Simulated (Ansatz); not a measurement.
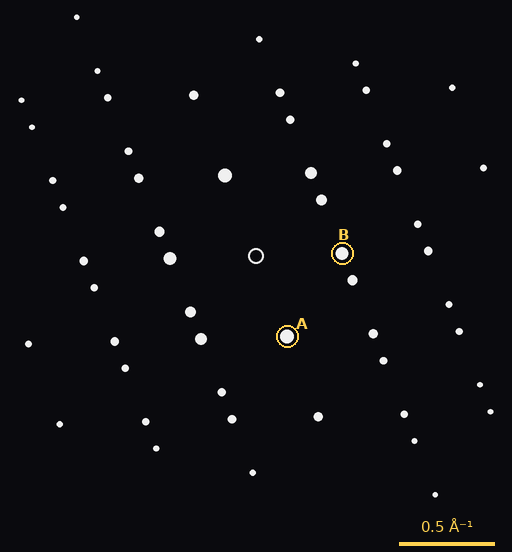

Computed electron diffraction pattern, 200 kV, single scattering only, B = 0.8 Å². Two individuals of a reflection twin are superposed (a geometric construction: whether this twin forms is not tested; the second individual is smaller and so fainter). Crystal: Ru, space group Fm-3m (No. 225), a = 3.812 Å, zone axis [110]. Structure: the geometry relaxed with Ansatz, DFT, PBE, plane waves (420 eV) with PAW, scalar-relativistic; the starting structure was generated, so it need not be a known form of this composition.

In the first individual spot A is -1 1 -1 and spot B is -1 1 1.

### On which plane is the crystal twinned?

(1-11). The spot positions of the combined pattern are mirror-symmetric about the row through 1 -1 1 (d = 2.201 Å), which both individuals share, while a single individual has only symmetry 2mm without that mirror line. Friedel's law adds the mirror line at right angles, so a twin on (1-1-2) would give the same picture; the more widely spaced plane was used.

### Which other reflections coincide?

Off the common row, 2 -2 -4 and their kin fall on spots of the second individual; about 18 % of the first individual's visible spots are shared.
